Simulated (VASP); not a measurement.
## Run report: W4C5, geometry relaxation (part 2 of 4)

The same run, continued: W4C5 (slab, 9 atoms in the cell); Kohn-Sham DFT of a periodic cell, PBE, VASP PAW PBE potentials, recommended, no spin polarisation (VASP 6.6.1); cutoff 520 eV, 11×11×1 k-mesh, Gaussian smearing of 0.05 eV. The structure derives from an entry of the Crystallography Open Database. It belongs to a series of runs on one base structure; here: the (0 0 1) slab of WC, cut from the database cell, not relaxed.

Geometry of the input (Å; fractional positions):
```
2.9005  0.0000  0.0000
-1.4503  2.5119  0.0000
0.0000  0.0000  26.3160
C  0.6667  0.3333  0.2850
C  0.6667  0.3333  0.3925
C  0.6667  0.3333  0.5000
C  0.6667  0.3333  0.6075
C  0.6667  0.3333  0.7150
W  0.0000  0.0000  0.3387
W  0.0000  0.0000  0.4462
W  0.0000  0.0000  0.5538
W  0.0000  0.0000  0.6613
```

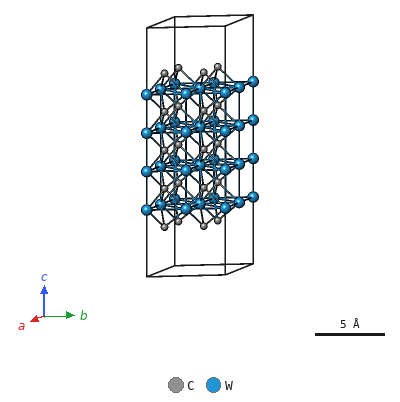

The input geometry (ball-and-stick view of the 2 × 2 repeat of the cell, with the vacuum cut short, seen slightly off an axis).

OSZICAR, continued:
```
DAV:   2    -0.927036614002E+02   -0.11517E-03   -0.16132E-03  1656   0.299E-01    0.405E-02
DAV:   3    -0.927039842554E+02   -0.32286E-03   -0.58328E-03  2032   0.506E-01    0.758E-02
DAV:   4    -0.927035982036E+02    0.38605E-03   -0.24510E-03  2107   0.261E-01    0.199E-02
DAV:   5    -0.927035822361E+02    0.15968E-04   -0.18931E-04  1960   0.112E-01    0.637E-03
DAV:   6    -0.927035833439E+02   -0.11079E-05   -0.36476E-05  1652   0.370E-02    0.615E-03
DAV:   7    -0.927035833163E+02    0.27681E-07   -0.24373E-06  1147   0.105E-02
   8 F= -.92703583E+02 E0= -.92702535E+02  d E =-.946032E-02
       N       E                     dE             d eps       ncg     rms          rms(c)
DAV:   1    -0.927042968049E+02   -0.71346E-03   -0.16132E-01  1440   0.204E+00    0.238E-01
DAV:   2    -0.927047656488E+02   -0.46884E-03   -0.80928E-03  1752   0.740E-01    0.141E-01
DAV:   3    -0.927095138468E+02   -0.47482E-02   -0.59738E-02  2088   0.141E+00    0.267E-01
DAV:   4    -0.927043611177E+02    0.51527E-02   -0.36178E-02  2216   0.963E-01    0.618E-02
DAV:   5    -0.927043011445E+02    0.59973E-04   -0.12799E-03  1896   0.297E-01    0.214E-02
DAV:   6    -0.927042780553E+02    0.23089E-04   -0.43616E-04  1679   0.157E-01    0.201E-02
DAV:   7    -0.927042798553E+02   -0.18000E-05   -0.33720E-05  1664   0.326E-02    0.127E-02
DAV:   8    -0.927042788123E+02    0.10430E-05   -0.45182E-06  1339   0.114E-02    0.874E-03
DAV:   9    -0.927042784569E+02    0.35538E-06   -0.20603E-06  1112   0.823E-03
   9 F= -.92704278E+02 E0= -.92703237E+02  d E =-.695141E-03
       N       E                     dE             d eps       ncg     rms          rms(c)
DAV:   1    -0.927042859960E+02   -0.71837E-05   -0.13941E-03  1455   0.189E-01    0.224E-02
DAV:   2    -0.927042914142E+02   -0.54182E-05   -0.83777E-05  1752   0.684E-02    0.137E-02
DAV:   3    -0.927043282307E+02   -0.36817E-04   -0.54265E-04  2016   0.145E-01    0.245E-02
DAV:   4    -0.927042860838E+02    0.42147E-04   -0.30102E-04  1840   0.954E-02    0.510E-03
DAV:   5    -0.927042858215E+02    0.26234E-06   -0.10397E-05  1456   0.272E-02    0.184E-03
DAV:   6    -0.927042857292E+02    0.92259E-07   -0.34012E-06  1113   0.144E-02
  10 F= -.92704286E+02 E0= -.92703244E+02  d E =-.702413E-03
       N       E                     dE             d eps       ncg     rms          rms(c)
DAV:   1    -0.927039546896E+02    0.33113E-03   -0.42272E-02  1496   0.190E+00    0.108E-01
DAV:   2    -0.927043402621E+02   -0.38557E-03   -0.48546E-03  1534   0.413E-01    0.603E-02
DAV:   3    -0.927043897673E+02   -0.49505E-04   -0.83014E-04  1856   0.216E-01    0.360E-02
DAV:   4    -0.927046500594E+02   -0.26029E-03   -0.45364E-03  2136   0.403E-01    0.659E-02
DAV:   5    -0.927043300508E+02    0.32001E-03   -0.20064E-03  2136   0.263E-01    0.133E-02
DAV:   6    -0.927043293200E+02    0.73084E-06   -0.76001E-05  1856   0.644E-02    0.777E-03
DAV:   7    -0.927043293041E+02    0.15869E-07   -0.25415E-05  1732   0.383E-02    0.362E-03
DAV:   8    -0.927043291211E+02    0.18295E-06   -0.34326E-06  1232   0.152E-02
  11 F= -.92704329E+02 E0= -.92703286E+02  d E =-.433919E-04
       N       E                     dE             d eps       ncg     rms          rms(c)
DAV:   1    -0.927043078245E+02    0.21480E-04   -0.74035E-03  1496   0.791E-01    0.448E-02
DAV:   2    -0.927043759145E+02   -0.68090E-04   -0.85336E-04  1499   0.171E-01    0.250E-02
DAV:   3    -0.927043940630E+02   -0.18149E-04   -0.23341E-04  1864   0.108E-01    0.182E-02
DAV:   4    -0.927044108901E+02   -0.16827E-04   -0.76880E-04  2080   0.166E-01    0.231E-02
DAV:   5    -0.927043742291E+02    0.36661E-04   -0.22742E-04  1947   0.854E-02    0.540E-03
DAV:   6    -0.927043740566E+02    0.17251E-06   -0.12025E-05  1472   0.267E-02    0.322E-03
DAV:   7    -0.927043740848E+02   -0.28223E-07   -0.39327E-06  1167   0.150E-02
  12 F= -.92704374E+02 E0= -.92703332E+02  d E =-.883556E-04
```

Parts of OUTCAR:
```
EDIFF = 1E-6
   EDIFFG = -0.01
   ENCUT = 520
   GGA = PE
   IBRION = 2
   ISIF = 2
   ISMEAR = 0
   LASPH = T
   LREAL = F
   NELM = 80
   NSW = 60
   PREC = Accurate

 ion  position               nearest neighbor table
   1  0.667  0.333  0.285-   6 2.19   6 2.19   6 2.19
   2  0.667  0.333  0.392-   7 2.19   6 2.19   7 2.19   7 2.19   6 2.19   6 2.19
   3  0.667  0.333  0.500-   7 2.19   8 2.19   7 2.19   8 2.19   7 2.19   8 2.19
   4  0.667  0.333  0.608-   8 2.19   9 2.19   8 2.19   8 2.19   9 2.19   9 2.19
   5  0.667  0.333  0.715-   9 2.19   9 2.19   9 2.19
   6  0.000  0.000  0.339-   1 2.19   2 2.19   1 2.19   1 2.19   2 2.19   2 2.19   7 2.83
   7  0.000  0.000  0.446-   2 2.19   3 2.19   2 2.19   3 2.19   2 2.19   3 2.19   8 2.83   6 2.83

   8  0.000  0.000  0.554-   3 2.19   4 2.19   3 2.19   4 2.19   3 2.19   4 2.19   7 2.83   9 2.83

   9  0.000  0.000  0.661-   5 2.19   4 2.19   5 2.19   5 2.19   4 2.19   4 2.19   8 2.83

  LATTYP: Found a hexagonal cell.
 ALAT       =     2.9005014360
 C/A-ratio  =     9.0729139705

  Lattice vectors:

 A1 = (   2.9005014360,   0.0000000000,   0.0000000000)
 A2 = (  -1.4502507180,   2.5119079273,   0.0000000000)
 A3 = (   0.0000000000,   0.0000000000,  26.3160000000)

Analysis of symmetry for initial positions (statically):
=====================================================================
 Subroutine PRICEL returns:
 Original cell was already a primitive cell.

 Routine SETGRP: Setting up the symmetry group for a
 hexagonal supercell.

 Subroutine GETGRP returns: Found 12 space group operations
 (whereof 12 operations were pure point group operations)
 out of a pool of 24 trial point group operations.

The static configuration has the point symmetry D_3h.

Analysis of symmetry for dynamics (positions and initial velocities):
=====================================================================
 Subroutine PRICEL returns:
 Original cell was already a primitive cell.

 Routine SETGRP: Setting up the symmetry group for a
 hexagonal supercell.

 Subroutine GETGRP returns: Found 12 space group operations
 (whereof 12 operations were pure point group operations)
 out of a pool of 24 trial point group operations.

The dynamic configuration has the point symmetry D_3h.

Analysis of constrained symmetry for selective dynamics:
=====================================================================
 Subroutine PRICEL returns:
 Original cell was already a primitive cell.

 Routine SETGRP: Setting up the symmetry group for a
 hexagonal supercell.

 Subroutine GETGRP returns: Found  6 space group operations
 (whereof  6 operations were pure point group operations)
 out of a pool of 24 trial point group operations.

The constrained configuration has the point symmetry C_3v.

 Subroutine INISYM returns: Found  6 space group operations
 (whereof  6 operations are pure point group operations),
 and found     1 'primitive' translations

----------------------------------------------------------------------------------------

                                     Primitive cell

  volume of cell :     191.7329

  direct lattice vectors                    reciprocal lattice vectors
     2.900501436  0.000000000  0.000000000     0.344767973  0.199051882  0.000000000
    -1.450250718  2.511907927  0.000000000     0.000000000  0.398103764  0.000000000
     0.000000000  0.000000000 26.316000000     0.000000000  0.000000000  0.037999696

  length of vectors
     2.900501436  2.900501436 26.316000000     0.398103764  0.398103764  0.037999696

  position of ions in fractional coordinates (direct lattice)
     0.666666667  0.333333333  0.284997720
     0.666666667  0.333333333  0.392498860
     0.666666667  0.333333333  0.500000000
     0.666666667  0.333333333  0.607501140
     0.666666667  0.333333333  0.715002280
     0.000000000  0.000000000  0.338748290
     0.000000000  0.000000000  0.446249430
     0.000000000  0.000000000  0.553750570
     0.000000000  0.000000000  0.661251710

  ion indices of the primitive-cell ions
   primitive index   ion index
                 1           1
                 2           2
                 3           3
                 4           4
                 5           5
                 6           6
                 7           7
                 8           8
                 9           9

----------------------------------------------------------------------------------------

 KPOINTS: k-points

Automatic generation of k-mesh.
 Grid dimensions read from file:
 generate k-points for:   11   11    1

 Generating k-lattice:

  Cartesian coordinates                     Fractional coordinates (reciprocal lattice)
     0.031342543  0.018095626  0.000000000     0.090909091 -0.000000000  0.000000000
     0.000000000  0.036191251  0.000000000     0.000000000  0.090909091  0.000000000
     0.000000000  0.000000000  0.037999696     0.000000000  0.000000000  1.000000000

  Length of vectors
     0.036191251  0.036191251  0.037999696

  Shift w.r.t. Gamma in fractional coordinates (k-lattice)
     0.000000000  0.000000000  0.000000000

 Subroutine IBZKPT returns following result:
 ===========================================

 Found     16 irreducible k-points:

 Following reciprocal coordinates:
            Coordinates               Weight
  0.000000  0.000000  0.000000      1.000000
  0.090909  0.000000  0.000000      6.000000
  0.181818  0.000000  0.000000      6.000000
  0.272727 -0.000000  0.000000      6.000000
  0.363636  0.000000  0.000000      6.000000
  0.454545  0.000000  0.000000      6.000000
  0.090909  0.090909  0.000000      6.000000
  0.181818  0.090909  0.000000     12.000000
  0.272727  0.090909  0.000000     12.000000
  0.363636  0.090909  0.000000     12.000000
  0.454545  0.090909  0.000000      6.000000
  0.181818  0.181818  0.000000      6.000000
  0.272727  0.181818  0.000000     12.000000
  0.363636  0.181818  0.000000     12.000000
  0.272727  0.272727  0.000000      6.000000
  0.363636  0.272727  0.000000      6.000000
   k-points           NKPTS =     16   k-points in BZ     NKDIM =     16   number of bands    NBANDS=     45
   number of dos      NEDOS =    301   number of ions     NIONS =      9
   total plane-waves  NPLWV = 112896
   dimension x,y,z NGX =    24 NGY =   24 NGZ =  196
   dimension x,y,z NGXF=    48 NGYF=   48 NGZF=  392
   ions per type =               5   4
   NGX,Y,Z   is equivalent  to a cutoff of  13.76, 13.76, 12.38 a.u.
   NGXF,Y,Z  is equivalent  to a cutoff of  27.51, 27.51, 24.76 a.u.
 SYSTEM =  unknown system
   PREC   = accura    normal or accurate (medium, high low for compatibility)
   ISTART =      0    job   : 0-new  1-cont  2-samecut
   ICHARG =      2    charge: 1-file 2-atom 10-const
   ISPIN  =      1    spin polarized calculation?
   LNONCOLLINEAR =      F non collinear calculations
   LSORBIT =      F    spin-orbit coupling
   LASPH  =      T    aspherical Exc in radial PAW
   ENCUT  =  520.0 eV  38.22 Ry    6.18 a.u.   5.39  5.39 48.93*2*pi/ulx,y,z
   NELM   =     80;   NELMIN=  2; NELMDL= -5     # of ELM steps
   EDIFF  = 0.1E-05   stopping-criterion for ELM
   LREAL  =      F    real-space projection
   EDIFFG = -.1E-01   stopping-criterion for IOM
   NSW    =     60    number of steps for IOM
   IBRION =      2    ionic relax: 0-MD 1-quasi-New 2-CG
   NFREE  =      1    steps in history (QN), initial steepest desc. (CG)
   ISIF   =      2    stress and relaxation
   ISYM   =      2    0-nonsym 1-usesym 2-fastsym
   POTIM  = 0.5000    time-step for ionic-motion
   TEBEG  =    0.0;   TEEND  =   0.0 temperature during run
   PSTRESS=    0.0 pullay stress
   NELECT =      76.0000    total number of electrons
   NUPDOWN=      -1.0000    fix difference up-down
   EMIN   =  10.00;   EMAX   =-10.00  energy-range for DOS
   EFERMI =   0.00;   METHOD = LEGACY
   ISMEAR =     0;   SIGMA  =   0.05  broadening in eV -4-tet -1-fermi 0-gaus
   EFERMI_NEDOS =   21; number of points for ismear=-14 and -15
   IALGO  =     38    algorithm
   IMIX   =      4    mixing-type and parameters
     AMIX     =   0.40;   BMIX     =  1.00
     AMIX_MAG =   1.60;   BMIX_MAG =  1.00
  volume/ion in A,a.u.               =      21.30       143.76
  Fermi-wavevector in a.u.,A,eV,Ry     =   1.202580  2.272546 19.676711  1.446197
  Thomas-Fermi vector in A             =   2.338357
   LORBIT       =      0    0 simple, 1 ext, 2 COOP (PROOUT), +10 PAW based schemes
   GGA     = PE    functional components
   LHFCALC =     F    Hartree Fock is set to
   AEXX    =    0.0000 exact exchange contribution
   IVDW    =     0    specifies the selected vdW correction
   LEPSILON=     F    determine dielectric tensor
   LRPA    =     F    only Hartree local field effects (RPA)
 conjugate gradient relaxation of ions
 non-spin polarized calculation
 Gauss-broadening in eV      SIGMA  =   0.05
  energy-cutoff  :      520.00
  volume of cell :      191.73
 maximum number of plane-waves:      5269
 NGX is ok and might be reduce to    24
   NGX = 11   NGY = 11   NGZ = 97

--------------------------------------- Ionic step        1  -------------------------------------------

 number of electron      75.9999994 magnetization

 Free energy of the ion-electron system (eV)
  ---------------------------------------------------
  ext. energy  EPLUGINS =         0.00000000
  ---------------------------------------------------
  free energy    TOTEN  =       -91.82669916 eV

  energy without entropy =      -91.82349040  energy(sigma->0) =      -91.82509478

------------------------ aborting loop because EDIFF is reached ----------------------------------------

  FORCE on cell =-STRESS in cart. coord.  units (eV):
  Direction    XX          YY          ZZ          XY          YZ          ZX
  --------------------------------------------------------------------------------------
  -------------------------------------------------------------------------------------
  Total        4.7915411      4.7915411     -5.4893370     -0.0000000      0.0000000     -0.0000000
  in kB       40.0395439     40.0395439    -45.8705340     -0.0000000      0.0000000     -0.0000000
  external PRESSURE =      11.4028513 kB  Pullay stress =       0.0000000 kB

 VOLUME and BASIS-vectors are now :
 -----------------------------------------------------------------------------
  energy-cutoff  :      520.00
  volume of cell :      191.73
      direct lattice vectors                 reciprocal lattice vectors
     2.900501436  0.000000000  0.000000000     0.344767973  0.199051882  0.000000000
    -1.450250718  2.511907927  0.000000000     0.000000000  0.398103764  0.000000000
     0.000000000  0.000000000 26.316000000     0.000000000  0.000000000  0.037999696

 POSITION                                       TOTAL-FORCE (eV/Angst)
 -----------------------------------------------------------------------------------
      1.45025      0.83730      7.50000        -0.000000      0.000000      4.475805
      1.45025      0.83730     10.32900        -0.000000     -0.000000      0.880860
      1.45025      0.83730     13.15800         0.000000      0.000000      0.000004
      1.45025      0.83730     15.98700        -0.000000     -0.000000     -0.880856
      1.45025      0.83730     18.81600         0.000000      0.000000     -4.475810
      0.00000      0.00000      8.91450        -0.000000      0.000000     -5.855457
      0.00000      0.00000     11.74350         0.000000     -0.000000     -0.179727
      0.00000      0.00000     14.57250         0.000000      0.000000      0.179723
      0.00000      0.00000     17.40150         0.000000      0.000000      5.855457
 -----------------------------------------------------------------------------------
    total drift:                               -0.000000     -0.000000      0.000015

  FREE ENERGIE OF THE ION-ELECTRON SYSTEM (eV)
  ---------------------------------------------------
  free  energy   TOTEN  =       -91.8266991550 eV

  energy  without entropy=      -91.8234903966  energy(sigma->0) =      -91.82509478

--------------------------------------- Ionic step        2  -------------------------------------------

 number of electron      75.9999998 magnetization

------------------------ aborting loop because EDIFF is reached ----------------------------------------
```
